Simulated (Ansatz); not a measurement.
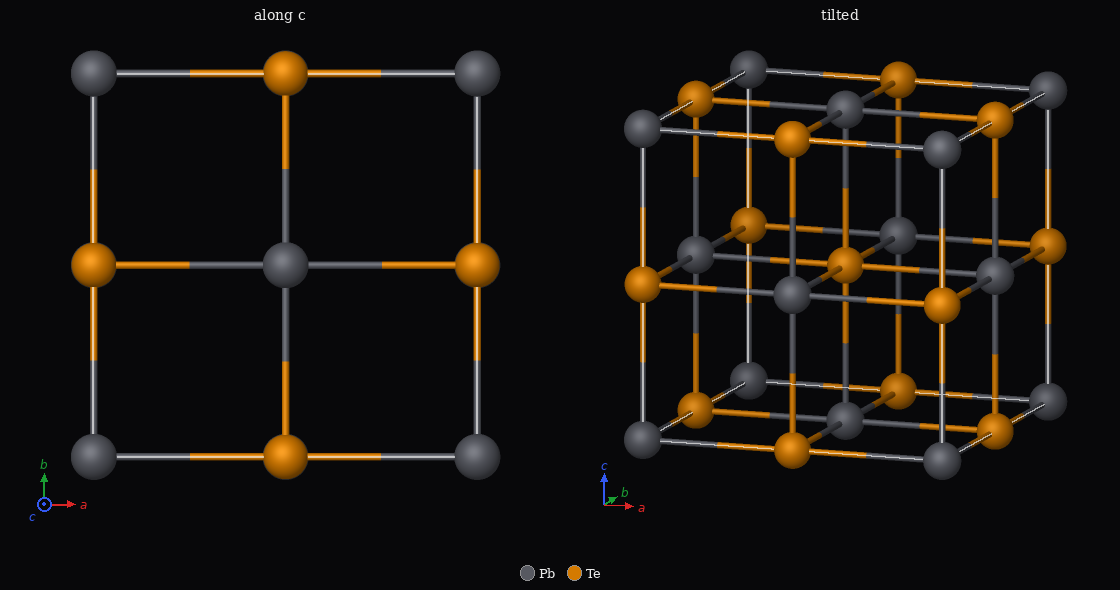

View along the c axis and slightly off an axis, drawn as a ball-and-stick model. Thin lines show the conventional unit cell, with boundary atoms drawn in all their periodic places.

TePb, space group Fm-3m (No. 225), a = 6.54 Å, b = 6.54 Å, c = 6.54 Å, α = 90.00°, β = 90.00°, γ = 90.00°.

Level of theory and settings: Ansatz, DFT, r2SCAN, plane waves, PAW, 500 eV cutoff, k-points about 0.28 Å⁻¹ apart, no spin polarisation.

**Predict the gap.**

A semiconductor at this level, with a gap of 1.09 eV, direct.

**What value of the electronic dielectric constant results?**

ε∞ averages 22.7.

Provenance: a structure type filled with these elements by a generator (whether the compound takes this form wasn't checked). Earlier steps of the study may have refined or changed the cell and positions. It was run through Ansatz as a DFT input.
